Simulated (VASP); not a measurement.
## Two runs on AlN

System: AlN (P6₃mc, 4 atoms in the cell).
Method of the first run: DFT, PBE, plane waves, PAW (VASP 6.6.1).

The structure was built on a prototype by a generator. The geometry comes from this level: r2SCAN (a point of a series of strains). 

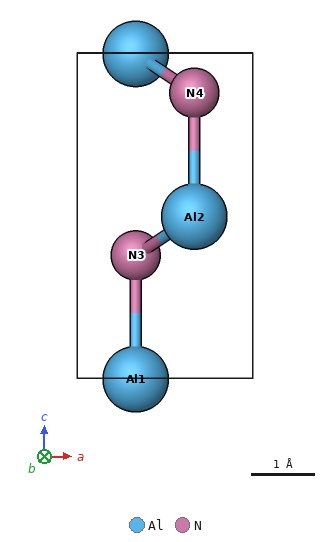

Fig. 1: The structure as given in the input (ball-and-stick view of the cell of the calculation, along the b axis; atoms are numbered from 1 in the order of the input). Near neighbours in the crystal (not all of them lie inside the picture): Al has 4 N at 1.97 to 1.98 Å; N has 4 Al at 1.97 to 1.98 Å.

INCAR, the first run:
```
ENCUT = 520.000000
SIGMA = 0.020000
EDIFF = 1.00e-07
GGA = PE
PREC = Accurate
IBRION = -1
ISIF = 2
ISMEAR = -1
NBANDS = 16
NELM = 120
NSW = 0
LASPH = .TRUE.
LCHARG = .FALSE.
LWAVE = .FALSE.
LREAL = .FALSE.
```

KPOINTS, the first run:
```
KPOINTS created by Atomic Simulation Environment
0
Gamma
12 12 6
0 0 0
```

KPOINTS_OPT, the first run:
```
special points
6
Reciprocal
0.0000000000 0.0000000000 0.0000000000 1
0.5000000000 0.0000000000 0.0000000000 1
0.3333333333 0.3333333333 0.0000000000 1
0.0000000000 0.0000000000 0.5000000000 1
0.5000000000 0.0000000000 0.5000000000 1
0.3333333333 0.3333333333 0.5000000000 1
```

POSCAR, the first run:
```
Al N
 1.0000000000000000
     3.2452523039688348    0.0000000000000000    0.0000000000000000
    -1.6226261519844174    2.8104709369269898    0.0000000000000000
     0.0000000000000000    0.0000000000000000    5.2006367362999999
 Al  N
   2   2
Cartesian
 -0.0000000000000000  1.8736472912846600 -0.0145913401662472
  1.6226261519844174  0.9368236456423300  2.5857270279837525
 -0.0000000000000000  1.8736472912846600  1.9648301162787469
  1.6226261519844174  0.9368236456423300  4.5651484844287467
```

Command:
```bash
mpirun -np 1 vasp_std
```

Hardware: 1 CPU thread, shared host.

OSZICAR and lines of OUTCAR (the first run):
```
N       E                     dE             d eps       ncg     rms          rms(c)
DAV:   1     0.425320959331E+02    0.42532E+02   -0.71067E+03  2432   0.880E+02
DAV:   2    -0.299462539351E+02   -0.72478E+02   -0.65892E+02  3456   0.180E+02
DAV:   3    -0.337973517384E+02   -0.38511E+01   -0.38378E+01  3064   0.427E+01
DAV:   4    -0.338235159191E+02   -0.26164E-01   -0.26162E-01  2976   0.407E+00
DAV:   5    -0.338238843120E+02   -0.36839E-03   -0.36839E-03  3168   0.483E-01    0.114E+01
DAV:   6    -0.294791546428E+02    0.43447E+01   -0.10824E+01  2968   0.230E+01    0.394E+00
DAV:   7    -0.295085502984E+02   -0.29396E-01   -0.56717E-01  2544   0.539E+00    0.278E+00
DAV:   8    -0.295018119554E+02    0.67383E-02   -0.79897E-02  2672   0.260E+00    0.791E-01
DAV:   9    -0.294949466801E+02    0.68653E-02   -0.14620E-02  3120   0.903E-01    0.286E-01
DAV:  10    -0.294957013834E+02   -0.75470E-03   -0.31789E-03  2760   0.351E-01    0.175E-01
DAV:  11    -0.294955652439E+02    0.13614E-03   -0.25479E-04  2896   0.121E-01    0.435E-02
DAV:  12    -0.294955691561E+02   -0.39122E-05   -0.18002E-05  2696   0.336E-02    0.790E-03
DAV:  13    -0.294955690420E+02    0.11407E-06   -0.63281E-06  3000   0.186E-02    0.651E-03
DAV:  14    -0.294955690635E+02   -0.21501E-07   -0.47833E-07  2776   0.584E-03
   1 F= -.29495569E+02 E0= -.29495569E+02  d E =-.430882E-12
       N       E                     dE             ncg
DAV:   1     0.268932273963E+04   -0.21873E+04      192
DAV:   2     0.229962063473E+04   -0.38970E+03      256
DAV:   3     0.227966536391E+04   -0.19955E+02      264
DAV:   4     0.227951172701E+04   -0.15364E+00      200
DAV:   5     0.227950930633E+04   -0.24207E-02      264
DAV:   6     0.227950924475E+04   -0.61580E-04      224
DAV:   7     0.227950924276E+04   -0.19819E-05      264
DAV:   8     0.227950924273E+04   -0.37742E-07      184
[... from OUTCAR:]
   NELECT =      16.0000    total number of electrons
 E-fermi :   5.4216
  free  energy   TOTEN  =       -29.4955690635 eV
  energy  without entropy=      -29.4955690635  energy(sigma->0) =      -29.49556906
```

For the second run the input was changed thus:
```diff
-SIGMA = 0.020000
+SIGMA = 0.010000
-GGA = PE
+ALGO = Normal
+METAGGA = R2SCAN
-ISMEAR = -1
+ISMEAR = 0
```

How does the second run compare with the first run?

The total energies belong to different methods, so their difference says nothing on which is more stable or more accurate. The gap on the mesh goes from 3.15 to 3.76 eV. The pressure goes from −17.10 to −21.81 GPa. The functional changes from PBE to R2SCAN. The SCF takes 15 iterations against 14.

OSZICAR and lines of OUTCAR (the second run):
```
N       E                     dE             d eps       ncg     rms          rms(c)
DAV:   1     0.324561378186E+02    0.32456E+02   -0.73543E+03  2432   0.911E+02
DAV:   2    -0.424552892331E+02   -0.74911E+02   -0.68090E+02  3440   0.186E+02
DAV:   3    -0.464419035910E+02   -0.39866E+01   -0.39727E+01  3088   0.443E+01
DAV:   4    -0.464702848368E+02   -0.28381E-01   -0.28379E-01  2960   0.432E+00
DAV:   5    -0.464707064222E+02   -0.42159E-03   -0.42158E-03  3176   0.526E-01    0.116E+01
DAV:   6    -0.376683620777E+02    0.88023E+01   -0.82662E+00  2848   0.196E+01    0.469E+00
DAV:   7    -0.379711521062E+02   -0.30279E+00   -0.93933E-01  2792   0.627E+00    0.314E+00
[...]
   1 F= -.38013847E+02 E0= -.38013847E+02  d E =-.593590E-49
       N       E                     dE             ncg
DAV:   1     0.266488195338E+04   -0.22118E+04      192
DAV:   2     0.225441015058E+04   -0.41047E+03      264
DAV:   3     0.223443368588E+04   -0.19976E+02      256
DAV:   4     0.223427968382E+04   -0.15400E+00      208
DAV:   5     0.223427700886E+04   -0.26750E-02      272
DAV:   6     0.223427695047E+04   -0.58387E-04      216
DAV:   7     0.223427694865E+04   -0.18157E-05      256
DAV:   8     0.223427694860E+04   -0.57053E-07      192
[... from OUTCAR:]
   NELECT =      16.0000    total number of electrons
 E-fermi :   4.8220
  free  energy   TOTEN  =       -38.0138471550 eV
  energy  without entropy=      -38.0138471550  energy(sigma->0) =      -38.01384715
```

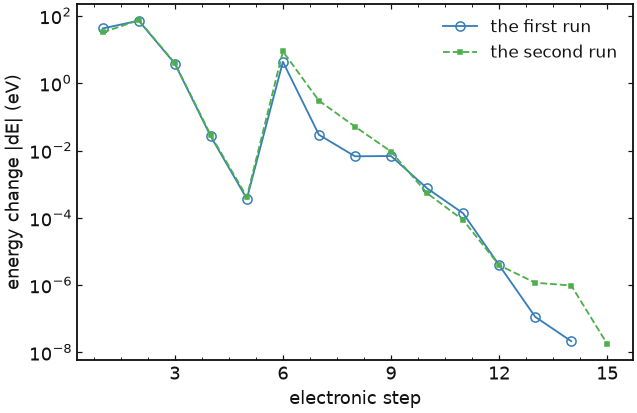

Fig. 2: Convergence of the two runs: energy change |dE| against the electronic step. The first run takes 14 steps in all, and the second run takes 15.

The two runs side by side:

| quantity | the first run | the second run |
| --- | --- | --- |
| outcome | converged | converged |
| free energy per atom (eV) | −7.3739 | −9.5035 |
| gap on the mesh (eV) | 3.15 | 3.76 |
| pressure (GPa) | −17.10 | −21.81 |
| largest force (eV/Å) | 0.009 | 0.001 |
| SCF iterations | 14 | 15 |
| irreducible k-points | 76 | 76 |

For the first run: The cell is under a tension of 17.1 GPa at this level, so it is not at its equilibrium volume. For the second run: The cell is under a tension of 22 GPa at this level, so it is not at its equilibrium volume.
